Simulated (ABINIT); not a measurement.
Phonon calculation of Ga (part 1 of 4)

System: Ga (4 atoms in the cell).
Method: Kohn-Sham DFT of a periodic cell, LDA, HGH LDA, no spin polarisation (ABINIT 10.8.3).

The structure derives from an entry of the Crystallography Open Database.

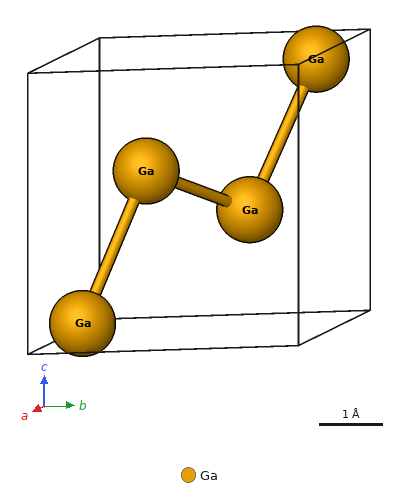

The structure as given in the input (ball-and-stick view of the cell of the calculation, seen slightly off an axis). An atom can appear more than once, as a periodic image.

The input
```
# Datasets
ndtset 2

# Pseudopotentials
pp_dirpath "./"
pseudos "Ga.hgh"

# Structure
acell 8.4060134106 8.4060134106 8.5491209878
rprim
     0.5083998112    -0.8611211483     0.0000000000
     0.5083998112     0.8611211483     0.0000000000
     0.0000000000     0.0000000000     1.0000000000
ntypat 1
znucl 31
natom 4
typat 1 1 1 1
chkprim 0
chksymtnons 0
tolsym 1.0e-6
xred
   0.3575740000   0.6498150000   0.4138550000
   0.1433230000   0.8385800000   0.9163590000
   0.6559530000   0.3461020000   0.5984340000
   0.8513050000   0.1627760000   0.0864020000

# Plane-wave basis
ecut 14.0

# k points
ngkpt 8 8 8
nshiftk 1
shiftk 0.0 0.0 0.0

# Exchange and correlation
ixc 7

# Bands and occupations
nband 14
occopt 3
tsmear 0.136 eV

# SCF cycle
nstep 80

# Output
prteig 0
prtebands 0
prtwf 0
prtden 0
prtpot 0

# Dataset 1: ground state
kptopt1 1
tolvrs1 1.0e-15
prtwf1 1
tolwfr1 1.0e-14
nbdbuf1 4
nline1 6

# Dataset 2: response at q = 0 to atomic displacements
rfphon2 1
rfatpol2 1 4
rfdir2 1 1 1
getwfk2 1
kptopt2 2
nqpt2 1
qpt2 0.0 0.0 0.0
tolvrs2 1.0e-8
```

File mrgddb.in
```
merged_DDB
Ga
2
runo_DS1_DDB
runo_DS2_DDB
```

File anaddb.abi
```
ddb_filepath "merged_DDB"
output_file "anaddb.abo"
outdata_prefix "ana"
asr 2
chneut 0
dipdip 0
dieflag 0
enunit 0
eivec 0
nph1l 1
qph1l 0.0 0.0 0.0 1.0
```

Run on 1 thread of Intel Xeon (Granite Rapids), 176 GiB of memory available, shared host.

Launch command:
```bash
abinit run.abi > log 2>&1
mrgddb < mrgddb.in > mrgddb.log 2>&1
anaddb anaddb.abi > anaddb.log 2>&1
```

The program's output
```
.Version 10.8.3 of ABINIT
 DATASET    1 : space group P1 (#  1); Bravais aP (primitive triclinic)
================================================================================
 Values of the parameters that define the memory need for DATASET  1.
     intxc =       0    ionmov =       0      iscf =       7    lmnmax =       6
     lnmax =       6     mgfft =      30  mpssoang =       3    mqgrid =    3001
     natom =       4  nloc_mem =       1    nspden =       1   nspinor =       1
    nsppol =       1      nsym =       1    n1xccc =       0    ntypat =       1
    occopt =       3   xclevel =       1
       mpw =        1343          nfft =       27000          nkpt =         260
================================================================================
================================================================================

 DATASET    2 : space group P1 (#  1); Bravais aP (primitive triclinic)
================================================================================
 Values of the parameters that define the memory need for DATASET  2 (RF).
     intxc =       0      iscf =       7    lmnmax =       6     lnmax =       6
     mgfft =      30  mpssoang =       3    mqgrid =    3001     natom =       4
  nloc_mem =       1    nspden =       1   nspinor =       1    nsppol =       1
      nsym =       1    n1xccc =       0    ntypat =       1    occopt =       3
   xclevel =       1
      nfft =       27000          nkpt =         260
================================================================================
================================================================================

--------------------------------------------------------------------------------
------------- Echo of variables that govern the present computation ------------
--------------------------------------------------------------------------------
 -outvars: echo values of preprocessed input variables --------
            acell      8.4060134106E+00  8.4060134106E+00  8.5491209878E+00 Bohr
              amu      6.97230000E+01
          chkprim           0
      chksymtnons           0
             ecut      1.40000000E+01 Hartree
           getwfk1          0
           getwfk2          1
                       outvar_i_n : Printing only first  50 k-points.
              ixc           7
           jdtset        1    2
                       outvar_i_n : Printing only first  50 k-points.
           kptopt1          1
           kptopt2          2
         kptrlatt        8    0    0      0    8    0      0    0    8
          kptrlen      6.72481073E+01
            natom           4
            nband          14
           nbdbuf1          4
           nbdbuf2          2
           ndtset           2
            ngfft          30      30      30
             nkpt         260
            nline1          6
            nline2          4
             nqpt1          0
             nqpt2          1
            nstep          80
             nsym           1
           ntypat           1
                       prtocc : prtvol=0, do not print more k-points.
           occopt           3
        optdriver1          0
        optdriver2          1
           prtden           0
        prtebands           0
           prteig           0
            prtwf1          1
            prtwf2          0
           rfphon1          0
           rfphon2          1
            rprim      5.0839981120E-01 -8.6112114830E-01  0.0000000000E+00
                       5.0839981120E-01  8.6112114830E-01  0.0000000000E+00
                       0.0000000000E+00  0.0000000000E+00  1.0000000000E+00
          spgroup           1
           tolsym      1.00000000E-06
           tolvrs1     1.00000000E-15
           tolvrs2     1.00000000E-08
           tolwfr1     1.00000000E-14
           tolwfr2     0.00000000E+00
           tsmear      4.99790782E-03 Hartree
            typat      1  1  1  1
                       outvars : Printing only first  50 k-points.
           xangst      2.2782102220E+00  1.1194291498E+00  1.8722800187E+00
                       2.2205736330E+00  2.6631819368E+00  4.1456081132E+00
                       2.2661473810E+00 -1.1868842548E+00  2.7073154142E+00
                       2.2933441800E+00 -2.6374103328E+00  3.9088264773E-01
            xcart      4.3051933768E+00  2.1154145105E+00  3.5380964664E+00
                       4.1962760088E+00  5.0326844841E+00  7.8340639593E+00
                       4.2823979110E+00 -2.2428861846E+00  5.1160846692E+00
                       4.3337924126E+00 -4.9839832107E+00  7.3866115159E-01
             xred      3.5757400000E-01  6.4981500000E-01  4.1385500000E-01
                       1.4332300000E-01  8.3858000000E-01  9.1635900000E-01
                       6.5595300000E-01  3.4610200000E-01  5.9843400000E-01
                       8.5130500000E-01  1.6277600000E-01  8.6402000000E-02
            znucl       31.00000

================================================================================

 chkinp: Checking input parameters for consistency, jdtset=   1.

 chkinp: Checking input parameters for consistency, jdtset=   2.

================================================================================
== DATASET  1 ==================================================================

--- !DatasetInfo
iteration_state: {dtset: 1, }
dimensions: {natom: 4, nkpt: 260, mband: 14, nsppol: 1, nspinor: 1, nspden: 1, mpw: 1343, }
cutoff_energies: {ecut:  14.0, pawecutdg:  -1.0, }
electrons: {nelect:   1.20000000E+01, charge:   0.00000000E+00, occopt:   3.00000000E+00, tsmear:   4.99790782E-03, }
meta: {optdriver: 0, ionmov: 0, optcell: 0, iscf: 7, paral_kgb: 0, }
...

 Exchange-correlation functional for the present dataset will be:
  LDA: Perdew-Wang 92 LSD fit to Ceperley-Alder data - ixc=7
  J.P.Perdew and Y.Wang, PRB 45, 13244 (1992)

 Real(R)+Recip(G) space primitive vectors, cartesian coordinates (Bohr,Bohr^-1):
 R(1)=  4.2736156 -7.2385959  0.0000000  G(1)=  0.1169970 -0.0690742  0.0000000
 R(2)=  4.2736156  7.2385959  0.0000000  G(2)=  0.1169970  0.0690742  0.0000000
 R(3)=  0.0000000  0.0000000  8.5491210  G(3)=  0.0000000  0.0000000  0.1169711
 Unit cell volume ucvol=  5.2893372E+02 bohr^3
 Angles (23,13,12)=  9.00000000E+01  9.00000000E+01  1.18885399E+02 degrees

 getcut: wavevector=  0.0000  0.0000  0.0000  ngfft=  30  30  30
         ecut(hartree)=     14.000   => boxcut(ratio)=   2.08339

--- Pseudopotential description ------------------------------------------------
- pspini: atom type   1  psp file is ./Ga.hgh
  31.00000   3.00000     10605                znucl, zion, pspdat
    3    1    2    0      2001   0.00000      pspcod,pspxc,lmax,lloc,mmax,r2well

 pspatm : COMMENT -
  the projectors are not normalized,
  so that the KB energies are not consistent with
  definition in PRB44, 8503 (1991).
  However, this does not influence the results obtained hereafter.

   2.83738595E+02                                ecore*ucvol(ha*bohr**3)
--------------------------------------------------------------------------------

================================================================================

--- !BeginCycle
iteration_state: {dtset: 1, }
solver: {iscf: 7, nstep: 80, nline: 6, wfoptalg: 0, }
tolerances: {tolwfr: 1.00E-14, tolvrs: 1.00E-15, }
...

     iter   Etot(hartree)      deltaE(h)  residm     vres2
 ETOT  1  -9.0222673207038    -9.022E+00 6.012E-03 5.182E+00
 ETOT  2  -9.0287316102355    -6.464E-03 3.050E-08 1.323E-01
 ETOT  3  -9.0287531643505    -2.155E-05 3.304E-07 3.489E-03
 ETOT  4  -9.0287541720267    -1.008E-06 2.169E-08 6.764E-05
 ETOT  5  -9.0287541899542    -1.793E-08 4.794E-10 1.276E-06
 ETOT  6  -9.0287541902313    -2.771E-10 1.148E-11 8.652E-09
 ETOT  7  -9.0287541902334    -2.052E-12 3.993E-14 8.896E-11
 ETOT  8  -9.0287541902334    -3.553E-15 9.240E-15 5.638E-12
 ETOT  9  -9.0287541902334    -5.329E-15 9.395E-15 3.825E-13
 ETOT 10  -9.0287541902334     3.553E-15 9.402E-15 6.380E-15
 ETOT 11  -9.0287541902333     2.487E-14 9.396E-15 1.399E-16

 At SCF step   11  max residual=  9.40E-15 < tolwfr=  1.00E-14 AND vres2   =  1.40E-16 < tolvrs=  1.00E-15 =>converged.

 Cartesian components of stress tensor (hartree/bohr^3)
  sigma(1 1)=  2.02682507E-04  sigma(3 2)=  9.55448900E-06
  sigma(2 2)=  2.19636798E-04  sigma(3 1)= -3.72855485E-06
  sigma(3 3)=  2.08934765E-04  sigma(2 1)=  5.80266852E-06

--- !ResultsGS
iteration_state: {dtset: 1, }
comment   : Summary of ground state results
lattice_vectors:
- [  4.2736156,  -7.2385959,   0.0000000, ]
- [  4.2736156,   7.2385959,   0.0000000, ]
- [  0.0000000,   0.0000000,   8.5491210, ]
lattice_lengths: [   8.40601,    8.40601,    8.54912, ]
lattice_angles: [ 90.000,  90.000, 118.885, ] # degrees, (23, 13, 12)
lattice_volume:   5.2893372E+02
convergence: {deltae:  2.487E-14, res2:  1.399E-16, residm:  9.396E-15, diffor: null, }
etotal    :  -9.02875419E+00
entropy   :   0.00000000E+00
fermie    :   1.34302832E-01
cartesian_stress_tensor: # hartree/bohr^3
- [  2.02682507E-04,   5.80266852E-06,  -3.72855485E-06, ]
- [  5.80266852E-06,   2.19636798E-04,   9.55448900E-06, ]
- [ -3.72855485E-06,   9.55448900E-06,   2.08934765E-04, ]
pressure_GPa:  -6.1907E+00
xred      :
- [  3.5757E-01,   6.4982E-01,   4.1385E-01, Ga]
- [  1.4332E-01,   8.3858E-01,   9.1636E-01, Ga]
- [  6.5595E-01,   3.4610E-01,   5.9843E-01, Ga]
- [  8.5130E-01,   1.6278E-01,   8.6402E-02, Ga]
cartesian_forces: # hartree/bohr
- [  1.44354699E-03,   6.86650470E-03,  -9.69162289E-05, ]
- [  2.47144820E-03,  -3.64941050E-03,   4.23037911E-04, ]
- [ -2.33901857E-03,  -5.05513028E-03,  -2.56478076E-03, ]
- [ -1.57597662E-03,   1.83803608E-03,   2.23865908E-03, ]
force_length_stats: {min:   3.29752535E-03, max:   7.01727209E-03, mean:   5.21868506E-03, }
...

 Integrated electronic density in atomic spheres:
 ------------------------------------------------
 Atom  Sphere_radius  Integrated_density
    1        2.00000          1.06390458
    2        2.00000          1.06051030
    3        2.00000          1.06162056
    4        2.00000          1.06395663
================================================================================

 ----iterations are completed or convergence reached----

 Mean square residual over all n,k,spin=   17.428E-16; max=  93.964E-16
 reduced coordinates (array xred) for    4 atoms
       0.357574000000      0.649815000000      0.413855000000
       0.143323000000      0.838580000000      0.916359000000
       0.655953000000      0.346102000000      0.598434000000
       0.851305000000      0.162776000000      0.086402000000
 rms dE/dt=  3.0027E-02; max dE/dt=  4.6588E-02; dE/dt below (all hartree)
    1       0.043534675000     -0.055872989599      0.000828587469
    2      -0.036978640595      0.015854616660     -0.003616563380
    3      -0.026595992070      0.046588140050      0.021926659953
    4       0.020039905851     -0.006569653814     -0.019138528431

 cartesian coordinates (angstrom) at end:
    1      2.27821022198244     1.11942914979965     1.87228001872829
    2      2.22057363302083     2.66318193683383     4.14560811318418
    3      2.26614738099047    -1.18688425475745     2.70731541416111
    4      2.29334417997236    -2.63741033284995     0.39088264773450

 cartesian forces (hartree/bohr) at end:
    1      0.00144354699104     0.00686650470373    -0.00009691622887
    2      0.00247144819870    -0.00364941050416     0.00042303791089
    3     -0.00233901856601    -0.00505513027966    -0.00256478076298
    4     -0.00157597662372     0.00183803608009     0.00223865908096
 frms,max,avg= 3.1268254E-03 6.8665047E-03  -1.798E-09 -2.851E-09 -4.551E-09 h/b

 cartesian forces (eV/Angstrom) at end:
    1      0.07423017082862     0.35308986844132    -0.00498363286380
    2      0.12708697612384    -0.18766023332110     0.02175348401336
    3     -0.12027717061131    -0.25994525051868    -0.13188632954527
    4     -0.08103997634115     0.09451561539846     0.11511647839571
 frms,max,avg= 1.6078783E-01 3.5308987E-01  -9.247E-08 -1.466E-07 -2.340E-07 e/A
 length scales=  8.406013410600  8.406013410600  8.549120987800 bohr
              =  4.448270728417  4.448270728417  4.523999996927 angstroms
 Fermi (or HOMO) energy (hartree) =   0.13430   Average Vxc (hartree)=  -0.31934
 Eigenvalues (hartree) for nkpt= 260  k points:
 kpt#   1, nband= 14, wtk=  0.00195, kpt=  0.0000  0.0000  0.0000 (reduced coord)
  -0.26947   -0.02528   -0.00558    0.06991    0.07409    0.10308    0.16445    0.16592
   0.17397    0.32746    0.34292    0.37385    0.38066    0.40151
      occupation numbers for kpt#   1
   2.00000    2.00000    2.00000    1.99999    1.99999    1.99614    0.00479    0.00357
   0.00071    0.00000    0.00000    0.00000    0.00000    0.00000
 prteigrs : prtvol=0 or 1, do not print more k-points.

--- !EnergyTerms
iteration_state     : {dtset: 1, }
comment             : Components of total free energy in Hartree
kinetic             :  3.57548588736537E+00
hartree             :  2.57996716613744E-01
xc                  : -3.15924797046608E+00
Ewald energy        : -9.85165241460488E+00
psp_core            :  5.36435070102701E-01
local_psp           : -1.04491652814076E+00
non_local_psp       :  6.59304057879461E-01
internal            : -9.02659518125044E+00
'-kT*entropy'       : -2.15900898290734E-03
total_energy        : -9.02875419023335E+00
total_energy_eV     : -2.45684917590459E+02
band_energy         : -4.11289425903837E-01
...

 Cartesian components of stress tensor (hartree/bohr^3)
  sigma(1 1)=  2.02682507E-04  sigma(3 2)=  9.55448900E-06
  sigma(2 2)=  2.19636798E-04  sigma(3 1)= -3.72855485E-06
  sigma(3 3)=  2.08934765E-04  sigma(2 1)=  5.80266852E-06

-Cartesian components of stress tensor (GPa)         [Pressure= -6.1907E+00 GPa]
- sigma(1 1)=  5.96312523E+00  sigma(3 2)=  2.81102771E-01
- sigma(2 2)=  6.46193768E+00  sigma(3 1)= -1.09697871E-01
- sigma(3 3)=  6.14707302E+00  sigma(2 1)=  1.70720402E-01

================================================================================
== DATASET  2 ==================================================================

--- !DatasetInfo
iteration_state: {dtset: 2, }
dimensions: {natom: 4, nkpt: 260, mband: 14, nsppol: 1, nspinor: 1, nspden: 1, mpw: 1344, }
cutoff_energies: {ecut:  14.0, pawecutdg:  -1.0, }
electrons: {nelect:   1.20000000E+01, charge:   0.00000000E+00, occopt:   3.00000000E+00, tsmear:   4.99790782E-03, }
meta: {optdriver: 1, rfphon: 1, }
...

 mkfilename : getwfk/=0, take file _WFK from output of DATASET   1.

 Exchange-correlation functional for the present dataset will be:
  LDA: Perdew-Wang 92 LSD fit to Ceperley-Alder data - ixc=7
  J.P.Perdew and Y.Wang, PRB 45, 13244 (1992)

 Real(R)+Recip(G) space primitive vectors, cartesian coordinates (Bohr,Bohr^-1):
 R(1)=  4.2736156 -7.2385959  0.0000000  G(1)=  0.1169970 -0.0690742  0.0000000
 R(2)=  4.2736156  7.2385959  0.0000000  G(2)=  0.1169970  0.0690742  0.0000000
 R(3)=  0.0000000  0.0000000  8.5491210  G(3)=  0.0000000  0.0000000  0.1169711
 Unit cell volume ucvol=  5.2893372E+02 bohr^3
 Angles (23,13,12)=  9.00000000E+01  9.00000000E+01  1.18885399E+02 degrees
 setup1 : take into account q-point for computing boxcut.

 getcut: wavevector=  0.0000  0.0000  0.0000  ngfft=  30  30  30
         ecut(hartree)=     14.000   => boxcut(ratio)=   2.08339
--------------------------------------------------------------------------------

 ==>  initialize data related to q vector <==
```
